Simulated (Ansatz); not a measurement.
```yaml
crystal:
  lattice:
    - [3.70034, 0.00000, 0.00000]
    - [0.00000, 5.74060, 0.00000]
    - [0.00000, 0.00000, 26.11233]
  atoms:
    - { symbol: Ge, position: [0.75000, 0.70092, 0.28482] }
    - { symbol: Pt, position: [0.25000, 0.99222, 0.31976] }
    - { symbol: Pt, position: [0.25000, 0.50999, 0.33570] }
    - { symbol: Ge, position: [0.75000, 0.21036, 0.35771] }
    - { symbol: Ge, position: [0.25000, 0.80797, 0.40560] }
    - { symbol: Pt, position: [0.75000, 0.50136, 0.42842] }
    - { symbol: Pt, position: [0.75000, 0.00160, 0.45494] }
    - { symbol: Ge, position: [0.25000, 0.31044, 0.47900] }
    - { symbol: Ge, position: [0.75000, 0.68956, 0.52100] }
    - { symbol: Pt, position: [0.25000, 0.99840, 0.54506] }
    - { symbol: Pt, position: [0.25000, 0.49864, 0.57158] }
    - { symbol: Ge, position: [0.75000, 0.19203, 0.59440] }
    - { symbol: Ge, position: [0.25000, 0.78964, 0.64229] }
    - { symbol: Pt, position: [0.75000, 0.49001, 0.66430] }
    - { symbol: Pt, position: [0.75000, 0.00778, 0.68024] }
    - { symbol: Ge, position: [0.25000, 0.29908, 0.71518] }
```

Level of theory: Ansatz 0.2.0, DFT PBEsol, scalar-relativistic, plane waves, PAW.

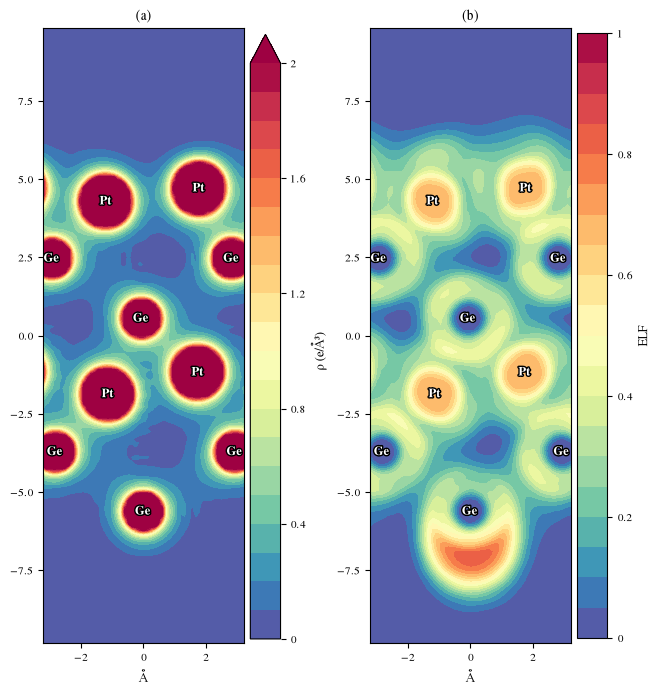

GePt (slab). (a) valence charge density (pseudo); (b) ELF on the (100) plane of the calculation cell, a cut from vacuum to vacuum.

The density is the valence pseudo-density of a PAW calculation; it isn't the true density close to the nuclei.

> Describe what can be read from this map.

Atoms in the plane: Ge and Pt. Ge–Pt (2.49 Å): the density is about 0.53 e/Å³ at the midpoint; the ELF is about 0.40 at the midpoint. Ge–Pt (2.50 Å): ρ at the midpoint is about 0.52 e/Å³; the ELF is about 0.40 at the midpoint. Ge–Pt (2.65 Å): ρ is about 0.41 e/Å³ halfway; the ELF is about 0.40 at the midpoint. Ge–Pt (2.81 Å): the density is about 0.31 e/Å³ at the midpoint; the ELF is about 0.40 at the midpoint. The density dies away to nearly zero in the vacuum. The features right at Pt lie inside the PAW spheres, where the map follows smoothed inner orbitals and isn't to be read closely.
